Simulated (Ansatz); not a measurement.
This input was run:

```
crystal:
  lattice:
    - [3.7603063705, 0.0, 0.0]
    - [-1.8801531853, 3.2565208429, 0.0]
    - [0.0, 0.0, 22.3996971942]
  atoms:
    - { symbol: Se, position: [0.6666666667, 0.3333333333, 0.3348259548] }
    - { symbol: Pt, position: [0.0, 0.0, 0.391444041] }
    - { symbol: Se, position: [0.3333333333, 0.6666666667, 0.4480621272] }
    - { symbol: Se, position: [0.6666666667, 0.3333333333, 0.5519378728] }
    - { symbol: Pt, position: [0.0, 0.0, 0.608555959] }
    - { symbol: Se, position: [0.3333333333, 0.6666666667, 0.6651740452] }
basis:
  ecutwfc: 420
kpoints:
  mp_grid: { grid: [9, 9, 1] }
hamiltonian:
  xc: pbesol
scf:
  occupations: { method: gaussian, width: 0.1 }
output:
  forces: true
  eigenvalues: true
  write_density: true
  write_potential: true
  elf: true
  volumetric_format: npy
relax:
  adjacent_minimum: "off"
  f_tol: 0.02
  max_steps: 60
efield:
  axis: 3
  dipole_correction: true
  ramp_width: 0.04
```

Launched with:
```bash
ansatz run input.yaml --threads 2 --pin off --max-ram 4096MiB --backend cpu --events-out ev --progress --plain --runs-dir out
```

What does the potential across the slab give for the band edges against vacuum?

From the vacuum level at the right face the ionisation potential is 4.85 eV and the electron affinity 4.51 eV; the left face gives the same. The slab's gap, their difference before rounding, is 0.33 eV. The two vacuum levels agree, so the slab has no net dipole along its normal. The outermost atoms are 7.4 Å apart, which leaves 15.0 Å of vacuum in a cell 22.4 Å high.

Spin-orbit coupling is left out, which matters for Pt.

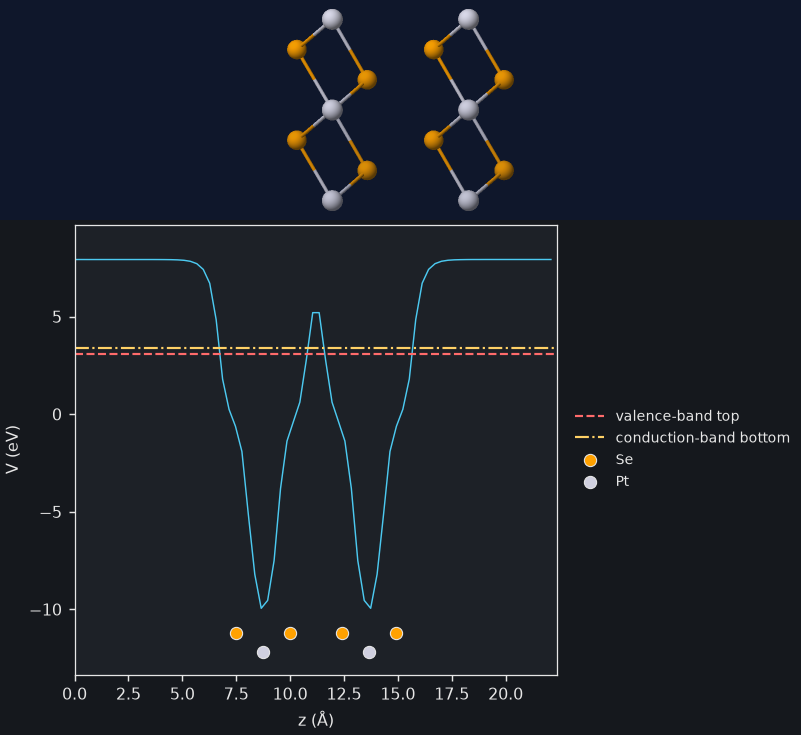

Plane-averaged electrostatic potential energy of an electron across the slab; circles at the bottom mark the heights of the atoms (positions after relaxation). The structure is drawn too.
